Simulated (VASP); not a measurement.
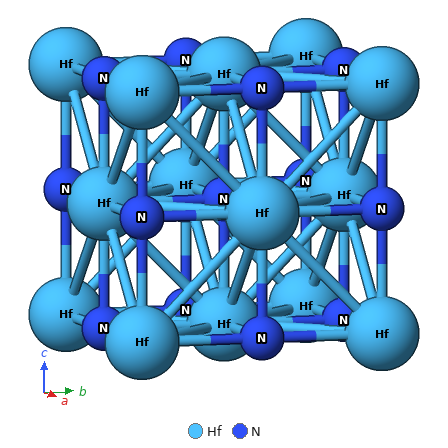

System: HfN, space group Fm-3m (No. 225). The picture shows the conventional cell.

The given structure:
```
Hf N
1.0
     0.00000    2.25600    2.25600
     2.25600    0.00000    2.25600
     2.25600    2.25600    0.00000
Hf N
1 1
Direct
  0.00000 0.00000 0.00000
  0.50000 0.50000 0.50000
```

Calculation (VASP 6.6.1): plane-wave DFT, no spin polarisation; energies at scaled volumes of the given cell, shape and fractions fixed, counted from the fit's minimum, third-order Birch-Murnaghan fit. Level: PBEsol.

- k mesh: 10×10×10
- occupations: Fermi–Dirac
- smearing width: 0.05 eV
- potentials: VASP PAW PBE potentials, recommended
- wave cutoff: 520 eV

What does the calculation give for the energy against volume? The volume takes the values 10.79, 11.02, 11.25, 11.48, 11.71, 11.94, 12.17 Å³/atom.

A third-order Birch–Murnaghan fit gives V0 = 11.32 Å³/atom, B0 = 291 GPa and B′ = 4.3. The energy is 24.48 meV/atom at volume 10.79 Å³/atom and 50.86 meV/atom at 12.17 Å³/atom; the lowest computed point is at volume 11.25 Å³/atom (0.40 meV/atom).

| volume (Å³/atom) | energy (meV/atom) |
| --- | --- |
| 10.79 | 24.48 |
| 11.02 | 7.55 |
| 11.25 | 0.40 |
| 11.48 | 2.00 |
| 11.71 | 11.47 |
| 11.94 | 28.00 |
| 12.17 | 50.86 |

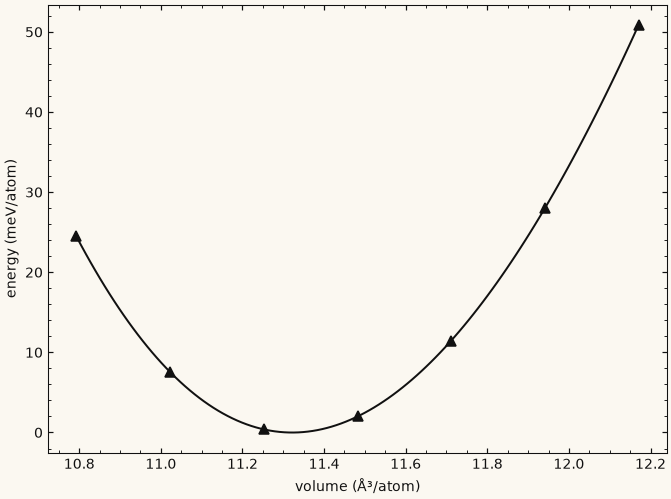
